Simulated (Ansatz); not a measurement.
## TiCo3: band-structure calculation (part 2 of 2)

Continued. System: TiCo3 (Pm-3m, 4 atoms in the cell). Method: DFT r2SCAN, scalar-relativistic, plane waves, PAW, spin-polarised (Ansatz 0.2.0); cutoff 500 eV, 12×12×12 k-mesh, Gaussian smearing of 0.1 eV, collinear spins. The structure derives from an entry of the Crystallography Open Database.

Geometry of the input (Å; fractional positions):
```
3.6047  0.0000  0.0000
0.0000  3.6047  0.0000
0.0000  0.0000  3.6047
Ti 0.0000  0.0000  0.0000
Co 0.0000  0.5000  0.5000
Co 0.5000  0.0000  0.5000
Co 0.5000  0.5000  0.0000
```

### Output, continued
```
--- Forces (eV/Å), atoms counted from 1 ---
  atom   1  Ti    -0.00000000    -0.00000000     0.00000000
  atom   2  Co     0.00000000    -0.00000000     0.00000000
  atom   3  Co    -0.00000000    -0.00000000     0.00000000
  atom   4  Co    -0.00000000    -0.00000000     0.00000000
  max |Σ_I F_I| component: 1.14e-28 eV/Å
--- Stress (GPa, compression-positive) ---
       -2.860494      -0.000000      -0.000000
        0.000000      -2.860494       0.000000
        0.000000       0.000000      -2.860494
  P = ⅓ Tr σ = -2.8605 GPa (-28.605 kbar)
--- Band table (eV; the first three rows and the last of 168) ---
  k-point 0 ↑: bands = ["-81.6730", "-81.6347", "-81.6347", "-43.5733", "-43.5733", "-43.5733", "-43.4225", "-43.4225", "-43.4225", "-43.3921", "-43.3921", "-43.3921", "-40.6942", "-15.8971", "-15.8971", "-15.8971", "9.4064", "12.7834", "12.7834", "12.9252", "13.6115", "13.6115", "13.6115", "15.6717", "15.6717", "15.6717", "16.2539", "16.2539", "16.7012", "17.3067", "17.3067", "17.3067", "19.9631", "19.9631", "20.9472", "20.9472", "20.9472", "21.3731", "21.3731", "21.3731", "28.9979", "29.1411"]
  k-point 1 ↑: bands = ["-81.6724", "-81.6353", "-81.6347", "-43.5718", "-43.5718", "-43.5709", "-43.4230", "-43.4230", "-43.4226", "-43.3952", "-43.3930", "-43.3930", "-40.6934", "-15.9013", "-15.8973", "-15.8973", "9.5014", "12.8173", "12.8398", "12.9620", "13.6403", "13.6481", "13.6481", "15.6394", "15.6917", "15.6917", "16.2204", "16.2581", "16.6691", "17.1815", "17.1815", "17.3068", "19.6291", "19.9271", "20.5552", "20.5552", "20.9021", "21.3657", "21.8968", "21.8968", "29.0130", "29.1066"]
  k-point 2 ↑: bands = ["-81.6707", "-81.6370", "-81.6347", "-43.5677", "-43.5677", "-43.5639", "-43.4244", "-43.4244", "-43.4230", "-43.4042", "-43.3957", "-43.3957", "-40.6912", "-15.9126", "-15.8977", "-15.8977", "9.7819", "12.9000", "13.0025", "13.0727", "13.7242", "13.7576", "13.7576", "15.5457", "15.7455", "15.7455", "16.1235", "16.2673", "16.5748", "16.8559", "16.8559", "17.3070", "18.7640", "19.8271", "20.0980", "20.0980", "20.8308", "21.3457", "22.7195", "22.7195", "28.9084", "29.0007"]
  k-point 83 ↓: bands = ["-79.4868", "-79.4868", "-79.4868", "-41.5001", "-41.4507", "-41.4421", "-41.4421", "-41.4421", "-41.2762", "-41.2762", "-41.2762", "-41.2108", "-41.2108", "-16.7646", "-16.7646", "-16.7646", "13.2937", "13.2937", "13.2937", "14.0464", "16.8814", "16.8814", "16.9933", "16.9933", "16.9933", "17.1784", "17.2328", "17.2328", "17.2328", "17.8186", "17.8186", "17.8186", "19.2221", "19.2221", "19.2221", "20.2667", "20.2667", "20.2667", "20.7529", "20.7529", "26.1120", "26.1120"]
--- Löwdin populations: 4 sites ---
  site symbol       q [e]    m [muB]
     0     Ti     11.8815    -0.9291
     1     Co     16.7654     1.3484
     2     Co     16.7654     1.3484
     3     Co     16.7654     1.3484
  spilling = 0.013052 (of n_electrons = 63.000000)
--- Bader charges: 4 sites ---
  site symbol  charge [e]  shift [e]    m [muB]
     0     Ti      1.3779     0.0039    -0.7594
     1     Co     -0.4593     0.0013     1.2019
     2     Co     -0.4593     0.0013     1.2019
     3     Co     -0.4593     0.0013     1.2019
  estimated error of the sums over rays = 2.8e-4 e
```

### File populations.tsv
```
# site	symbol	l	j	q_up	q_dn
# orbitals = lowdin
# n_electrons = 63.000000
# spilling = 0.013052
0	Ti	0_3S	-	0.964687	0.963056
0	Ti	0_4S	-	0.485644	0.506819
0	Ti	1_3P	-	2.995669	2.996507
0	Ti	2_3D	-	1.030173	1.938896
1	Co	0_3S	-	0.991098	0.991725
1	Co	0_4S	-	0.443740	0.474566
1	Co	1_3P	-	2.997509	2.998057
1	Co	2_3D	-	4.624577	3.244149
2	Co	0_3S	-	0.991098	0.991725
2	Co	0_4S	-	0.443740	0.474566
2	Co	1_3P	-	2.997509	2.998057
2	Co	2_3D	-	4.624577	3.244149
3	Co	0_3S	-	0.991098	0.991725
3	Co	0_4S	-	0.443740	0.474566
3	Co	1_3P	-	2.997509	2.998057
3	Co	2_3D	-	4.624577	3.244149
```

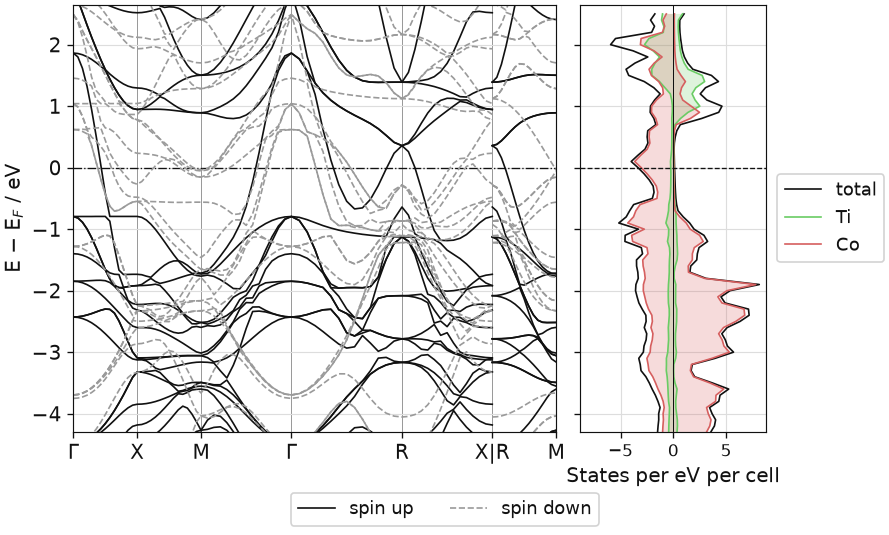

**Figure 1.** Band structure along Γ–X–M–Γ–R–X|R–M and density of states (projected on Löwdin-orthogonalised atomic shells), with energies from the Fermi level. Bands cross the Fermi level: a metal at this level of theory.

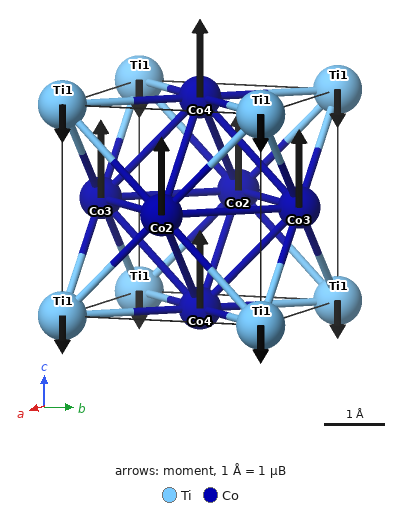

**Figure 2.** Magnetic moments of the sites as black arrows (ball-and-stick view of the cell of the calculation, seen slightly off an axis; atoms are numbered from 1 in the order of the input); small moments hardly show. The run is collinear, so the axis drawn is arbitrary. Site moments: all 3 Co atoms (1.34 μB); Ti1 (−0.66 μB). They are counted near the atoms and needn't add up to the moment of the cell.

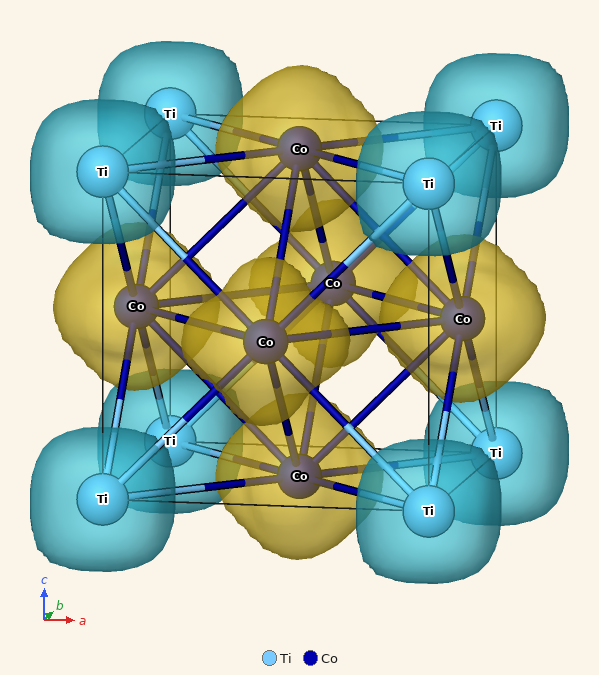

**Figure 3.** Isosurfaces of the spin density at +0.08 (yellow) and −0.08 e/Å³ (cyan), seen slightly off an axis. Sticks mark near contacts. The outline is the cell set on symmetry axes of the magnetic structure. The spin density sits on Ti: −0.7 μB; Co: +1.3 μB (×3) in one cell of 4 atoms: ferrimagnetic. The cell of the calculation (4 atoms) carries 2.8 μB net. The fields are those of the smooth PAW valence density.

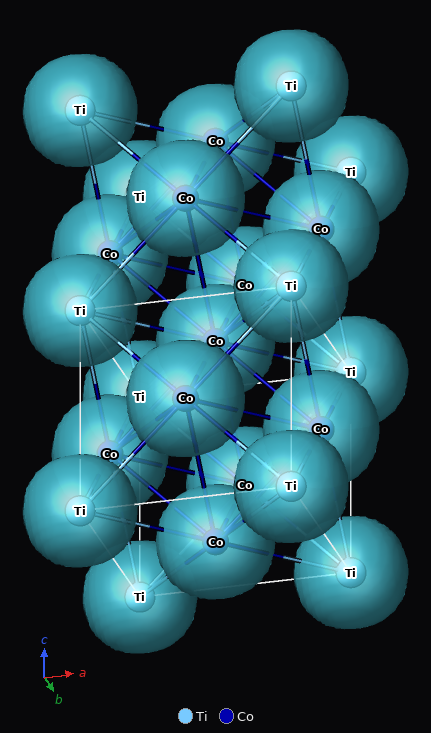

**Figure 4.** Isosurface of the valence electron density at 0.5 e/Å³ (cyan), seen at an oblique angle. Sticks mark near contacts. The outline is the cell set on symmetry axes of the magnetic structure. At this value the density breaks into separate islands; it holds about 85 % of the electrons treated as valence (semicore included). It is pinched off along the Ti–Co (2.55 Å) and Co–Co (2.55 Å) contacts. On the grid the lowest density along these lines, outside the cores, is 0.29 e/Å³ (Ti–Co, 2.55 Å) and 0.33 e/Å³ (Co–Co, 2.55 Å).

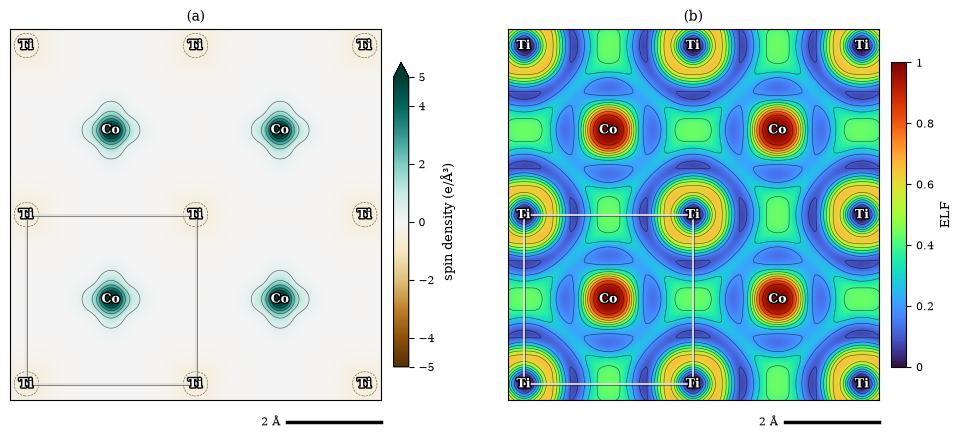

**Figure 5.** (a) spin density (up minus down); (b) ELF on the (010) plane of the conventional cell of the magnetic structure. The plane passes through Ti and Co nuclei. Ti–Co (2.55 Å): the ELF is about 0.25 at the midpoint (no localised pair between them). The strong features right at Ti and Co lie inside the PAW spheres (semicore, d or f shells) and say nothing about bonding. The spin density sits on Ti: −0.7 μB; Co: +1.3 μB (×3) in one cell of 4 atoms: ferrimagnetic. The cell of the calculation (4 atoms) carries 2.8 μB net.

### Summary

| quantity | value |
| --- | --- |
| outcome | converged |
| space group (tolerance 0.01 Å) | Pm-3m (221) |
| electrons treated | 63 |
| free energy | −17899.6994 eV |
| Fermi energy | 18.101 eV |
| gap on the k-point mesh | none (metallic) |
| net moment of the cell | 2.85 μB |
| integrated absolute moment | 5.32 μB |
| pressure | −2.86 GPa |
| largest force (length of the vector) | under 0.001 eV/Å |
| wall time | 3.2 min |
| peak memory | 0.82 GiB |

The electronic state found may not be the lowest one. Notes on the run: the state was not tested for a lower one.
